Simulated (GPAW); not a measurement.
## Core-hole calculation of the S K edge in CdS (Hawleyite, F-43m)

What does one-electron theory with a core hole give for the S K edge of CdS (Hawleyite, F-43m)?

Program: GPAW 26.7.0. Level of theory: X-ray absorption from dipole matrix elements to empty bands, plane-wave PAW PBE. Results are calculated unless marked as measured.

## (1) Set-up

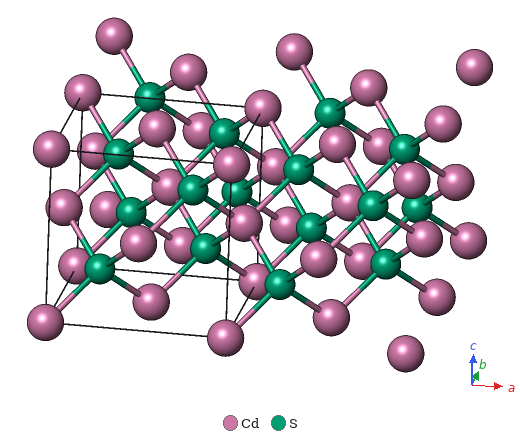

Start, viewed slightly off an axis; cadmium pink, sulfur teal. 2×2×1 cells are drawn. This picture shows the conventional cell, with its axes. Bonds to atoms that aren't drawn are left out. Some periodic images of atoms are drawn too.

## (2) The field without a hole

The ground state comes first: it tells whether the system has a gap, which decides how the excited electron is treated.

File scf.py:

```python
import numpy as np
from ase import Atoms
from ase.parallel import parprint, paropen
from gpaw import GPAW, PW, FermiDirac, Mixer, MixerDif, setup_paths
from gpaw.test import gen
setup_paths.insert(0, '.')
gen('S', name='nch1s', xcname='PBE', corehole=(1, 0, 0), write_xml=True)
from gpaw.mpi import world
world.barrier()

atoms = Atoms('CdS',
    cell=[[0, 2.9165, 2.9165],
     [2.9165, 0, 2.9165],
     [2.9165, 2.9165, 0]],
    scaled_positions=[[0, 0, 0],
     [0.75, 0.75, 0.75]],
    pbc=True)
atoms.calc = calc = GPAW(legacy_gpaw=True, mode=PW(430), xc='PBE', setups={1: 'nch1s'},
    kpts={'size': (7, 7, 7), 'gamma': True}, occupations=FermiDirac(0.05),
    charge=0, mixer=Mixer(0.1, 5, 50), maxiter=150,
    convergence={'density': 0.0001}, txt='scf.txt')
energy = atoms.get_potential_energy() + calc.get_reference_energy()
ef = calc.get_fermi_level()
out = dict(energy=energy, fermi=ef, forces=atoms.get_forces().tolist())
parprint(f'all-electron energy {energy:.4f} eV, Fermi level {ef:.4f} eV')
ev = np.array([[calc.get_eigenvalues(k, s) for k in range(len(calc.get_ibz_k_points()))] for s in range(calc.get_number_of_spins())])
out['homo'], out['lumo'], out['counts'] = ev[ev < ef].max(), ev[ev > ef].min(), sorted(set((ev < ef).sum((0, 2)).tolist()))
out['filled'] = (ev[:, 0] < ef).sum(1).tolist()
import json
with paropen('out.json', 'w') as f:
    json.dump(out, f)
```

Started as:

```bash
> OMP_NUM_THREADS=1 mpirun -n 4 gpaw python scf.py
```

Numbers of over 12 decimals in the logs are rounded to 6 here.

The program printed:

```text
Input parameters:
  convergence: {density: 0.0001}
  kpts: {gamma: True,
         size: (7, 7, 7)}
  maxiter: 150
  mixer: {backend: pulay,
          beta: 0.1,
          method: separate,
          nmaxold: 5,
          weight: 50}
  mode: {ecut: 430.0,
         name: pw}
  occupations: {fixmagmom: False,
                name: fermi-dirac,
                width: 0.05}
  setups: {1: nch1s}
  xc: PBE

Initialize ...

[... PAW data sets ...]

Reference energy: -163030.738536  # eV

Spin-paired calculation

[... convergence settings ...]
Symmetries present (total): 24
  [... symmetry matrices ...]

343 k-points: 7 x 7 x 7 Monkhorst-Pack grid
20 k-points in the irreducible part of the Brillouin zone
       k-points in crystal coordinates                weights
   0:     0.00000000    0.00000000    0.00000000          1/343
   1:     0.14285714    0.14285714    0.00000000          6/343
   2:     0.14285714    0.14285714    0.14285714          8/343
   3:     0.28571429    0.14285714    0.14285714         12/343
   4:     0.28571429    0.28571429    0.00000000          6/343
   5:     0.28571429    0.28571429    0.14285714         24/343
   6:     0.28571429    0.28571429    0.28571429          8/343
   7:     0.42857143   -0.28571429   -0.28571429         12/343
   8:     0.42857143    0.28571429   -0.42857143         48/343
   9:     0.42857143    0.28571429   -0.28571429         24/343
          ...
  19:     0.42857143    0.42857143    0.42857143          8/343

Wave functions: Plane wave expansion
  Cutoff energy: 430.000 eV
  Number of coefficients (min, max): 965, 1014
  Pulay-stress correction: 0.000000 eV/Ang^3 (de/decut=0.000000)
  Using FFTW library
  Wavefunction extrapolation:
    Improved wavefunction reuse through dual PAW basis

Occupation numbers: Fermi-Dirac:
  width: 0.0500  # eV

Eigensolver
   Davidson(niter=2)

Densities:
  Coarse grid: 20*20*20 grid
  Fine grid: 40*40*40 grid
  Total Charge: 0.000000

Density mixing:
  Method: separate
  Backend: pulay
  Linear mixing parameter: 0.1
  old densities: 5
  Width of damping distribution: 1.1
  Damping of long wavelength oscillations: 50

[... Hamiltonian set-up ...]
Number of atoms: 2
Number of atomic orbitals: 13
Number of bands in calculation: 13
Number of valence electrons: 18
Bands to converge: occupied

... initialized

Initializing position-dependent things.

Density initialized from atomic densities
Creating initial wave functions:
  13 bands from LCAO basis set

                     S

       Cd

Atomic positions and initial magnetic moments

Positions:
   0 Cd     0.000000    0.000000    0.000000    ( 0.0000,  0.0000,  0.0000)
   1 S      4.374750    4.374750    4.374750    ( 0.0000,  0.0000,  0.0000)

Unit cell:
           periodic     x           y           z      points  spacing
  1. axis:    yes    0.000000    2.916500    2.916500    20     0.1684
  2. axis:    yes    2.916500    0.000000    2.916500    20     0.1684
  3. axis:    yes    2.916500    2.916500    0.000000    20     0.1684

  Lengths:   4.124554   4.124554   4.124554
  Angles:   60.000000  60.000000  60.000000

Effective grid spacing dv^(1/3) = 0.1837

iter:   1    -6.772281
iter:   2    -6.565564   -1.89  -1.12
iter:   3    -6.273634   -1.40  -1.20
iter:   4    -6.270653   -3.39  -1.59
iter:   5    -6.275523c  -2.90  -1.61
iter:   6    -6.268820c  -3.70  -2.35
iter:   7    -6.266512   -3.33  -2.64
iter:   8    -6.266561c  -4.67  -3.16
iter:   9    -6.266594c  -4.59  -3.16
iter:  10    -6.266540c  -5.33  -3.51
iter:  11    -6.266540c  -6.87  -4.30c
iter:  12    -6.266541c  -7.51c -4.32c

Converged after 12 iterations.

Dipole moment: (2.635202, 2.635202, 2.635202) |e|*Ang

Energy contributions relative to reference atoms: (reference = -163030.738536)

Kinetic:        +19.458680
Potential:      -17.544129
External:        +0.000000
XC:              -8.343879
Entropy (-ST):   -0.000000
Local:           +0.162787
SIC:             +0.000000
--------------------------
Free energy:     -6.266541
Extrapolated:    -6.266541

Showing only first 2 kpts
 Kpt  Band  Eigenvalues  Occupancy
  0     7      3.60319    1.99999
  0     8      3.60319    1.99999
  0     9      4.72891    0.00005
  0    10     10.09311    0.00000

  1     7      3.18526    2.00000
  1     8      3.18526    2.00000
  1     9      6.07521    0.00000
  1    10      9.27246    0.00000

Fermi level: 4.19930

Gap: 1.126 eV
Transition (v -> c):
  (s=0, k=0, n=8, [0.00, 0.00, 0.00]) -> (s=0, k=0, n=9, [0.00, 0.00, 0.00])
No difference between direct/indirect transitions

Forces in eV/Ang:
  0 Cd    0.00000   -0.00000    0.00000
  1 S     0.00000    0.00000   -0.00000
Scalar-relativistic atomic PBE calculation for S (Sulfur, Z=16)
Core hole in 1s state (1s occupation: 2.0)
450 radial gridpoints.
|------------------------------------------------|
|------------------------------------------------|
[... the atom generator's iteration count ...]

Energy contributions:
-------------------------
Kinetic:     +400.475044
XC:           -25.464799
Potential:   -774.020431
-------------------------
Total:       -399.010186

state      eigenvalue         ekin         rmax
-----------------------------------------------
1s^2.0 :   -88.400017   122.217219        0.063
2s^2.0 :    -7.779192    18.562705        0.388
2p^6.0 :    -5.751522    17.633089        0.326
3s^2.0 :    -0.634076     2.729428        1.412
3p^4.0 :    -0.257545     1.914451        1.605
-----------------------------------------------
(units: Bohr and Hartree)

Generating PAW setup
Kinetic energy of the core from tauc = 388.45302198035
Cutoffs:
rc(s)=1.840
rc(p)=1.850
rc(d)=1.700
rc(vbar)=1.720
rc(comp)=1.430
rc(nct)=1.850

Kinetic energy of the core states: 387.358382
Charge: 0.0
Core electrons: 10.0
Valence electrons: 6.0
Pseudo-core charge: 0.058697
Shape function alpha=4.890
Pseudo-electron charge 6.443685
state    eigenvalue         norm
--------------------------------
3s(2) :    -0.634076     1.192540
*s    :     0.365924
3p(4) :    -0.257545     0.999977
*p    :     0.742455
*d    :     0.000000
--------------------------------

Diagonalizing with gridspacing h=0.050

state   all-electron     PAW
-------------------------------
3s:      -0.634076    -0.634693
3p:      -0.257545    -0.257957
*d:                    0.042231
*f:                    0.074234
-------------------------------
all-electron energy -163037.0051 eV, Fermi level 4.1993 eV
```

Wall time 4.3 s (4 MPI ranks of Arm Neoverse V1, shared host); peak memory 0.16 GiB; 17 s of CPU time.

The mesh shows a gap of 1.13 eV, so the hole is first treated in a charged cell, without the excited electron.

## (3) Spectrum without a core hole, 

Without a hole the spectrum is the empty density of states of the right symmetry on the absorber, weighted by matrix elements. It needs only the small cell and serves as the baseline. The data set with a hole of occupation 0 only carries the core orbital.

File xas.py:

```python
import numpy as np
from ase import Atoms
from ase.parallel import parprint, paropen
from gpaw import GPAW, PW, FermiDirac, Mixer, MixerDif, setup_paths
from gpaw.test import gen
setup_paths.insert(0, '.')
gen('S', name='nch1s', xcname='PBE', corehole=(1, 0, 0), write_xml=True)
from gpaw.mpi import world
world.barrier()

atoms = Atoms('CdS',
    cell=[[0, 2.9165, 2.9165],
     [2.9165, 0, 2.9165],
     [2.9165, 2.9165, 0]],
    scaled_positions=[[0, 0, 0],
     [0.75, 0.75, 0.75]],
    pbc=True)
atoms.calc = calc = GPAW(legacy_gpaw=True, mode=PW(430), xc='PBE', setups={1: 'nch1s'},
    kpts={'size': (7, 7, 7), 'gamma': True}, occupations=FermiDirac(0.02),
    charge=0, mixer=Mixer(0.1, 5, 50), maxiter=150,
    convergence={'density': 0.0001}, txt='scf.txt')
energy = atoms.get_potential_energy() + calc.get_reference_energy()
ef = calc.get_fermi_level()
out = dict(energy=energy, fermi=ef, forces=atoms.get_forces().tolist())
parprint(f'all-electron energy {energy:.4f} eV, Fermi level {ef:.4f} eV')
ev = np.array([[calc.get_eigenvalues(k, s) for k in range(len(calc.get_ibz_k_points()))] for s in range(calc.get_number_of_spins())])
out['homo'], out['lumo'], out['counts'] = ev[ev < ef].max(), ev[ev > ef].min(), sorted(set((ev < ef).sum((0, 2)).tolist()))
out['filled'] = (ev[:, 0] < ef).sum(1).tolist()

from ase.units import Ha
from gpaw.xas import dipole_matrix_elements
nb = int(calc.get_number_of_electrons() / 2) + 33
top = nb
nscf = calc.fixed_density(kpts={'size': (5, 5, 5), 'gamma': True},
    convergence={'eigenstates': 1.0}, txt='nscf.txt')
nscf.diagonalize_full_hamiltonian(nbands=nb)
cell = atoms.cell.array
ops = [cell.T @ U.T @ np.linalg.inv(cell.T) for U in nscf.wfs.kd.symmetry.op_scc]
filled = [9]  # bands filled in the ground state, by spin
E = np.arange(-25, 34, 0.1)
fwhm = np.interp(E, [4, 25], [0.9, 3.5])
Y, X, zero, highest = 0, 0, 1e9, 1e9
for spin in range(nscf.get_number_of_spins()):
    wfs = nscf.wfs
    A = dipole_matrix_elements(wfs.setups[1])
    eps = np.zeros((wfs.kd.nibzkpts, nb))
    d = np.zeros((3, A.shape[1], wfs.kd.nibzkpts, nb), complex)
    for kpt in wfs.kpt_u:
        if kpt.s == spin and 1 in kpt.P_ani:
            eps[kpt.k] = kpt.eps_n * Ha
            d[:, :, kpt.k] = (kpt.weight * wfs.nspins / 2) ** 0.5 * np.inner(A, kpt.P_ani[1])
    world.sum(eps)
    world.sum(d)
    T = np.einsum('amkn,bmkn->abkn', d, d.conj()).real
    T = sum(np.einsum('ai,ijkn,bj->abkn', R, T, R) for R in ops) / len(ops)
    empty = np.ones_like(eps, bool) & (np.arange(nb) >= filled[spin])
    zero, highest = min(zero, eps[empty].min()), min(highest, eps[:, top - 1].min())
    lines = [(eps, T, empty)] if spin == 0 else lines + [(eps, T, empty)]
for eps, T, empty in lines:
    f = np.einsum('aakn->akn', T).reshape(3, -1)
    x = eps.ravel() - zero
    w = np.interp(x, E, fwhm) / 2.35482
    g = np.exp(-0.5 * ((E[:, None] - x) / w) ** 2) / (w * (2 * np.pi) ** 0.5)
    Y = Y + (f * empty.ravel()) @ g.T
    X = X + (f * ~empty.ravel()) @ g.T
out.update(E=E.round(2).tolist(), xas=Y.tolist(), xes=X.tolist(), zero=zero, valid=highest - zero, nk=len(eps), nb=nb)
for i in range(0, len(E), 10):
    parprint(f'{E[i]:7.2f}', *(f'{v:10.3e}' for v in Y[:, i]))
import json
with paropen('out.json', 'w') as f:
    json.dump(out, f)
```

Started as:

```bash
> OMP_NUM_THREADS=1 mpirun -n 4 gpaw python xas.py
```

The program printed:

```text
Input parameters:
  convergence: {density: 0.0001}
  kpts: {gamma: True,
         size: (7, 7, 7)}
  maxiter: 150
  mixer: {backend: pulay,
          beta: 0.1,
          method: separate,
          nmaxold: 5,
          weight: 50}
  mode: {ecut: 430.0,
         name: pw}
  occupations: {fixmagmom: False,
                name: fermi-dirac,
                width: 0.02}
  setups: {1: nch1s}
  xc: PBE

Initialize ...

[...]
Entropy (-ST):   -0.000000
Local:           +0.162760
SIC:             +0.000000
--------------------------
Free energy:     -6.258338
Extrapolated:    -6.258338

Showing only first 2 kpts
 Kpt  Band  Eigenvalues  Occupancy
[...]
1     9      6.72237    0.00000
  1    10      8.78021    0.00000

Fermi level: 4.04165

Gap: 1.126 eV
Transition (v -> c):
  (s=0, k=0, n=8, [0.00, 0.00, 0.00]) -> (s=0, k=0, n=9, [0.00, 0.00, 0.00])
No difference between direct/indirect transitions
[key lines of the parts left out:]
Converged after 4 iterations.
Dipole moment: (2.635204, 2.635204, 2.635204) |e|*Ang
```

Wall time 15 s (4 MPI ranks); peak memory 0.15 GiB.

The run ended with an error.

The program stopped, so this step gives no result.

## (4) Reference energy of the supercell

The photon energy needs a difference of total energies, so the cell and mesh of the coming hole run are first run without a hole.

Edit scf.py of step 2 so:

```diff
@@ -10,11 +10,21 @@
 
-atoms = Atoms('CdS',
-    cell=[[0, 2.9165, 2.9165],
-     [2.9165, 0, 2.9165],
-     [2.9165, 2.9165, 0]],
+atoms = Atoms('Cd6S6',
+    cell=[[-2.9165, -2.9165, -5.833],
+     [-2.9165, -2.9165, 5.833],
+     [-2.9165, 5.833, 2.9165]],
     scaled_positions=[[0, 0, 0],
-     [0.75, 0.75, 0.75]],
+     [0.66666667, 0, 0.33333333],
+     [0.5, 0.5, 0],
+     [0.33333333, 0, 0.66666667],
+     [0.16666667, 0.5, 0.33333333],
+     [0.83333333, 0.5, 0.66666667],
+     [0.875, 0.625, 0],
+     [0.54166667, 0.625, 0.33333333],
+     [0.375, 0.125, 0],
+     [0.20833333, 0.625, 0.66666667],
+     [0.04166667, 0.125, 0.33333333],
+     [0.70833333, 0.125, 0.66666667]],
     pbc=True)
-atoms.calc = calc = GPAW(legacy_gpaw=True, mode=PW(430), xc='PBE', setups={1: 'nch1s'},
-    kpts={'size': (7, 7, 7), 'gamma': True}, occupations=FermiDirac(0.05),
+atoms.calc = calc = GPAW(legacy_gpaw=True, mode=PW(430), xc='PBE', setups={6: 'nch1s'},
+    kpts={'size': (3, 2, 3), 'gamma': True}, occupations=FermiDirac(0.02),
     charge=0, mixer=Mixer(0.1, 5, 50), maxiter=150,
```

Started as:

```bash
> OMP_NUM_THREADS=1 mpirun -n 4 gpaw python scf.py
```

The program printed:

```text
Input parameters:
  convergence: {density: 0.0001}
  kpts: {gamma: True,
         size: (3, 2, 3)}
  maxiter: 150
  mixer: {backend: pulay,
          beta: 0.1,
          method: separate,
          nmaxold: 5,
          weight: 50}
  mode: {ecut: 430.0,
         name: pw}
  occupations: {fixmagmom: False,
                name: fermi-dirac,
                width: 0.02}
  setups: {6: nch1s}
  xc: PBE

Initialize ...

[...]
3s(2) :    -0.634076     1.192540
*s    :     0.365924
3p(4) :    -0.257545     0.999977
*p    :     0.742455
*d    :     0.000000
--------------------------------

Diagonalizing with gridspacing h=0.050

state   all-electron     PAW
-------------------------------
3s:      -0.634076    -0.634693
3p:      -0.257545    -0.257957
*d:                    0.042231
*f:                    0.074234
-------------------------------
all-electron energy -978222.0045 eV, Fermi level 4.0416 eV
[key lines of the parts left out:]
Converged after 12 iterations.
Dipole moment: (7.346970, 7.346970, -1.108781) |e|*Ang
Free energy:    -37.574775
Fermi level: 4.04165
```

It took 26 s on 4 MPI ranks; peak memory 0.29 GiB; 1.7 min of CPU time.

Reference energy: -978222.005 eV with the cores included.

(Part 1 of 3 ends here.)

[Banner, clock and machine lines of the logs are left out without a mark of their own.]

[Logs are printed without paths, hosts, clocks, repeated set-up lines and the standing remarks that a program may print on its own settings, such as how far it seeks lower states.]

[Hosts, paths, dates, database ids (printed as entryN), source tags and the programs' standing remarks are cut or masked in the printed files.]

[Lists of maxima count a maximum above −3 eV only where it reaches 4 % of the highest in the window and stands out from its surroundings by 2 % of it (1.5 % where it reaches 55 %); shoulders and weaker maxima are passed over, and of the rest the first, up to two pre-edge ones and the few strongest are named.]
